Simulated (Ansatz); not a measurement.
## PtS₂: a changed input and its effect

System: PtS₂ (slab, 3 atoms in the cell).
Method of the first run: DFT PBE+D3(BJ), scalar-relativistic, plane waves, PAW, PAW set soft_1, no spin polarisation (Ansatz 0.2.0).

The structure derives from an entry of the Crystallography Open Database. Text and figures count atoms from 1; the logs count them from 0 in places.

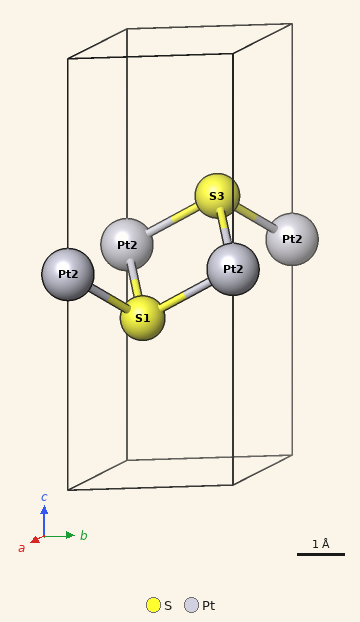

The starting structure (ball-and-stick view of the cell of the calculation, with the vacuum cut short, seen slightly off an axis; atoms are numbered from 1 in the order of the input). An atom can appear more than once, as a periodic image. Near neighbours in the periodic cell (some may lie outside the picture): S has 3 Pt at 2.39 Å; Pt has 6 S at 2.39 Å.

**The input, the first run**
```yaml
crystal:
  lattice:
    - [3.5832742408, 0.0, 0.0]
    - [-1.7916371204, 3.1032065212, 0.0]
    - [0.0, 0.0, 30.8258735486]
  atoms:
    - { symbol: S, position: [0.6666666667, 0.3333333333, 0.4608618265] }
    - { symbol: Pt, position: [0.0, 0.0, 0.5] }
    - { symbol: S, position: [0.3333333333, 0.6666666667, 0.5391381735] }
  periodic: [true, true, false]
basis:
  ecutwfc: 420
kpoints:
  mp_grid: { grid: [9, 9, 1] }
hamiltonian:
  xc: pbe
  pseudopotentials: { kind: paw, azcp: { folder: soft_1 } }
  dispersion: d3bj
scf:
  occupations: { method: gaussian, width: 0.02 }
output:
  forces: true
  stress: true
  eigenvalues: true
  write_density: true
  write_potential: true
  elf: true
  volumetric_format: npy
relax:
  adjacent_minimum: "off"
  f_tol: 0.005
  max_steps: 80
  cell: { stress_2d_tol: 0.02 }
```

Launched with:
```bash
ansatz run input.yaml --threads 1 --pin off --max-ram 3072MiB --backend cpu --events-out ev --progress --plain --runs-dir out
```

Hardware: 1 thread of Arm Neoverse V2, 24 GiB of memory available, shared host.

**Output, shortened to warnings, some set-up lines, iterations and results (the first run)**
```
WARN: The output density's exchange-correlation potential varies sharply where the density is thin. Do not read a vacuum level from v_tot or v_xc, or from such a field of the output density. On a cell that repeats whose density bears no net charge and no dipole along the vacuum's axis use v_es (v_loc + v_h of the components); under efield.dipole_correction with no amplitude use v_es + v_field, …
Basis set: ecut = 420 eV, 6601 PW (Γ), exchange–correlation on 48×48×432 points (8 copies of the dense FFT grid, shifted against one another)
Symmetry: 12 space group operations
k-points: 12 of 81
Initial density: superposition of atomic densities (neutral atoms: chi_scale 0, normalization atom)
[...]
SCF iter   1: F=—  HF=-14332.099705 eV  |F-HF|=—  |Δ(HF+E_count)|=         —  Δρ=4.12e-2  dr2=7.17e0  ethr=3.10e-3  ⟨swp⟩=17.6  Hψ=2378  notcnv=0
SCF iter   2: F=—  HF=-14333.270888 eV  |F-HF|=—  |Δ(HF+E_count)|=    1.17e0  Δρ=4.21e-2  dr2=1.22e1  ethr=3.10e-3  ⟨swp⟩=5.7  Hψ=911  notcnv=0
SCF iter   3: F=—  HF=-14330.860193 eV  |F-HF|=—  |Δ(HF+E_count)|=    2.41e0  Δρ=1.22e-2  dr2=6.16e-1  ethr=3.10e-3  ⟨swp⟩=4.5  Hψ=771  notcnv=0
SCF iter   4: F=—  HF=-14330.766960 eV  |F-HF|=—  |Δ(HF+E_count)|=   9.32e-2  Δρ=3.67e-3  dr2=6.61e-2  ethr=2.05e-3  ⟨swp⟩=4.0  Hψ=595  notcnv=0
SCF iter   5: F=—  HF=-14330.753918 eV  |F-HF|=—  |Δ(HF+E_count)|=   1.30e-2  Δρ=1.07e-3  dr2=6.98e-3  ethr=2.20e-4  ⟨swp⟩=4.4  Hψ=558  notcnv=0  defer=1
[... 33 lines ...]
SCF iter   5: F=—  HF=-14330.764659 eV  |F-HF|=—  |Δ(HF+E_count)|=   1.37e-9  Δρ=4.35e-7  dr2=2.09e-10  ethr=2.66e-11  ⟨swp⟩=3.2  Hψ=405  notcnv=0
SCF iter   6: F=—  HF=-14330.764659 eV  |F-HF|=—  |Δ(HF+E_count)|=  2.76e-10  Δρ=1.40e-7  dr2=1.90e-11  ethr=1.00e-12  ⟨swp⟩=4.0  Hψ=549  notcnv=0
SCF iter   7: F=-14330.764659 eV  HF=-14330.764659 eV  |F-HF|=3.82e-11  |Δ(HF+E_count)|=  4.18e-11  Δρ=2.16e-8  dr2=3.81e-13  ethr=1.00e-12  ⟨swp⟩=12.5  Hψ=1663  notcnv=0
SCF 5 converged in 7 iterations: F = -14330.764659 eV  dr2 = 3.81e-13
relax step   5: F+E_penalty+E_count = -14330.76465926 eV  Δ(F+E_penalty+E_count) = +3.666e-4 eV  max|allowed force component| = 4.667e-4 eV/Å  Δτ_max = 0.0000 Å  P = +0.000 …
basis re-selected at this cell: Δ(F+E_penalty+E_count) = +3.666e-4 eV, ΔP = -0.000 N/m vs the last step (what re-selecting the basis moved, of the pressure what is left beyond the Pulay correction that the steps carried, after the strain that the cell walked since its last selection, with what the …
[...]
```

The input of the second run differs as follows (lines with − go, lines with + come):
```diff
-  ecutwfc: 420
+  ecutrho_ratio: 8
-  mp_grid: { grid: [9, 9, 1] }
+  mp_grid: { grid: [3, 3, 1] }
-  write_density: true
-  write_potential: true
-  elf: true
-  volumetric_format: npy
```

How does the second run compare with the first run?

The free energy of the second run is 25.6 meV per atom lower, the joint effect of these numerical settings, which can't be told apart here. The gap on the mesh goes from 1.84 to 2.43 eV. The SCF takes 29 iterations over all geometry steps against 33. The irreducible k-points go from 12 to 3. On the same kind of shared host the second run took about 0.38 times as long.

**Output, shortened to warnings, some set-up lines, iterations and results (the second run)**
```
Basis set: ecut = 420 eV, 6601 PW (Γ), exchange–correlation on 72×72×600 points (8 copies of the dense FFT grid, shifted against one another)
Symmetry: 12 space group operations
k-points: 3 of 9
Initial density: superposition of atomic densities (neutral atoms: chi_scale 0, normalization atom)
[...]
SCF iter   1: F=—  HF=-14332.132668 eV  |F-HF|=—  |Δ(HF+E_count)|=         —  Δρ=4.07e-2  dr2=6.89e0  ethr=3.10e-3  ⟨swp⟩=17.0  Hψ=560  notcnv=0
SCF iter   2: F=—  HF=-14333.250747 eV  |F-HF|=—  |Δ(HF+E_count)|=    1.12e0  Δρ=4.14e-2  dr2=1.18e1  ethr=3.10e-3  ⟨swp⟩=6.0  Hψ=230  notcnv=0
SCF iter   3: F=—  HF=-14330.935433 eV  |F-HF|=—  |Δ(HF+E_count)|=    2.32e0  Δρ=1.20e-2  dr2=6.05e-1  ethr=3.10e-3  ⟨swp⟩=5.0  Hψ=208  notcnv=0
SCF iter   4: F=—  HF=-14330.848251 eV  |F-HF|=—  |Δ(HF+E_count)|=   8.72e-2  Δρ=3.98e-3  dr2=7.52e-2  ethr=2.02e-3  ⟨swp⟩=4.0  Hψ=147  notcnv=0
SCF iter   5: F=—  HF=-14330.833080 eV  |F-HF|=—  |Δ(HF+E_count)|=   1.52e-2  Δρ=1.13e-3  dr2=7.12e-3  ethr=2.51e-4  ⟨swp⟩=4.3  Hψ=136  notcnv=0
[... 27 lines ...]
SCF iter   5: F=—  HF=-14330.841408 eV  |F-HF|=—  |Δ(HF+E_count)|=   1.66e-9  Δρ=4.57e-7  dr2=2.12e-10  ethr=8.83e-12  ⟨swp⟩=4.3  Hψ=146  notcnv=0
SCF iter   6: F=—  HF=-14330.841408 eV  |F-HF|=—  |Δ(HF+E_count)|=  2.53e-10  Δρ=1.25e-7  dr2=2.28e-11  ethr=1.00e-12  ⟨swp⟩=3.3  Hψ=115  notcnv=0
SCF iter   7: F=-14330.841408 eV  HF=-14330.841408 eV  |F-HF|=3.64e-12  |Δ(HF+E_count)|=    0.00e0  Δρ=1.33e-8  dr2=3.22e-13  ethr=1.00e-12  ⟨swp⟩=10.7  Hψ=438  notcnv=0
SCF 4 converged in 7 iterations: F = -14330.841408 eV  dr2 = 3.22e-13
relax step   4: F+E_penalty+E_count = -14330.84140801 eV  Δ(F+E_penalty+E_count) = +3.066e-4 eV  max|allowed force component| = 2.105e-3 eV/Å  Δτ_max = 0.0000 Å  P = +0.014 …
basis re-selected at this cell: Δ(F+E_penalty+E_count) = +3.066e-4 eV, ΔP = -0.001 N/m vs the last step (what re-selecting the basis moved, of the pressure what is left beyond the Pulay correction that the steps carried, after the strain that the cell walked since its last selection, with what the …
SCF converged after 7 iterations
Free energy (F): -14330.841408 eV
Harris-Foulkes:  -14330.841408 eV  (|F-HF|=3.64e-12)
Internal energy: -14330.841408 eV  (E = F + TS)
E sigma→0 (E₀):  -14330.841408 eV
Fermi energy:    -5.280679 eV
--- Per-component energies (eV) ---
  E_band       = -804.671961
  E_kinetic    = 805.305929
  E_local      = -52079.167120  (includes V_loc(G=0)·N_el)
  E_nonlocal   = 271.841534
  E_hartree    = 25484.709653
  E_xc         = -409.305813
  E_vxc        = -435.697262  (∫ρ·V_xc dr)
  E_paw        = -10700.388958  (= ΣΔE_a)
  E_vpaw       = -336.374382  (= ΣTr[D̂ρ^β])
  E_aug_tail   = -0.000019  (compensation charges beyond the density's cutoff)
  E_ewald      = 22296.989972
  E_disp       = -0.826587  (pairwise vdW)
  E_smearing   = -0.000000  (= −TS)
  E_closure    = -0.000000  (closes the sum)
  Σ components = -14330.841408   (vs F -14330.841408, Δ=0.00e0)
--- Forces (eV/Å), atoms counted from 1 ---
  atom   1  S      0.00000000     0.00000000    -0.00210490
  atom   2  Pt     0.00000000     0.00000000     0.00000000
  atom   3  S      0.00000000    -0.00000000     0.00210490
  max |Σ_I F_I| component: 9.25e-18 eV/Å
--- 2D stress c σ (N/m, compression-positive) ---
        0.013774      -0.000000       0.000000
       -0.000000       0.013774       0.000000
        0.000000       0.000000       0.000000
  P = ½ c Tr σ = 0.0138 N/m
--- Relaxed structure (3 steps of the walk, 3 accepted, 1 SCFs on fresh bases) ---
  F+E_penalty+E_count = -14330.84140801 eV   max|allowed force component| = 2.105e-3 eV/Å   (the final SCF, on the basis selected at the relaxed cell)
  cell:  # Å, volume = 335.5057 Å³
    - [3.5450874193717126, -7.888755217026733e-34, -3.2821653326697954e-81]
    - [-1.7725437096858563, 3.070135763812521, -6.140632130155916e-81]
    - [-2.823552056368825e-80, -7.730009416609738e-80, 30.8258735486]
  atoms:
    - { symbol: S, position: [0.6666666666666665, 0.3333333333333333, 0.45992016004878855] }
[...]
```

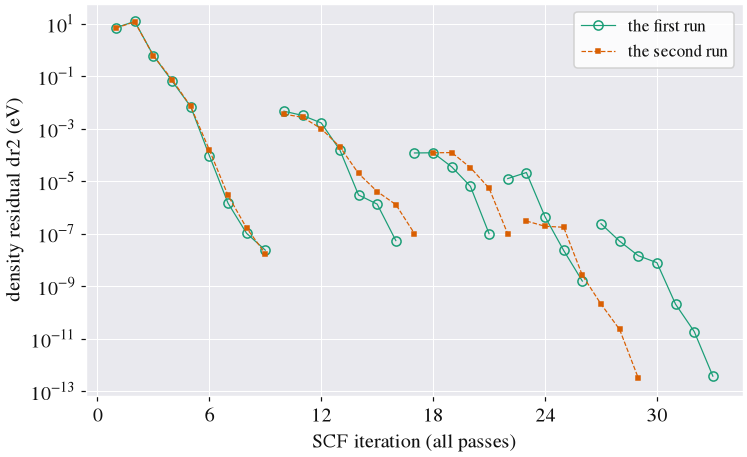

Convergence of the two runs: density residual dr2 against the SCF iteration. A break in a curve parts two SCF passes. The first run takes 33 iterations in all, and the second run takes 29.

**The two runs side by side**

| quantity | the first run | the second run |
| --- | --- | --- |
| outcome | converged | converged |
| free energy per atom (eV) | −4776.9216 | −4776.9471 |
| gap on the mesh (eV) | 1.84 | 2.43 |
| work function (eV) | 5.46 | – |
| largest force (eV/Å) | 0.000 | 0.002 |
| SCF iterations | 33 | 29 |
| irreducible k-points | 12 | 3 |
| wall time (shared host) | 36 s | 14 s |

For both runs: Spin–orbit coupling is left out, which matters for Pt. For the first run: Warnings: the exchange-correlation potential is rough where the density is thin. For the second run: These settings are looser than, or depart from, a standard set-up, so the numbers are not reference values for this system. So coarse a mesh can miss the band edges, so the true gap of this method can be much smaller, or zero.
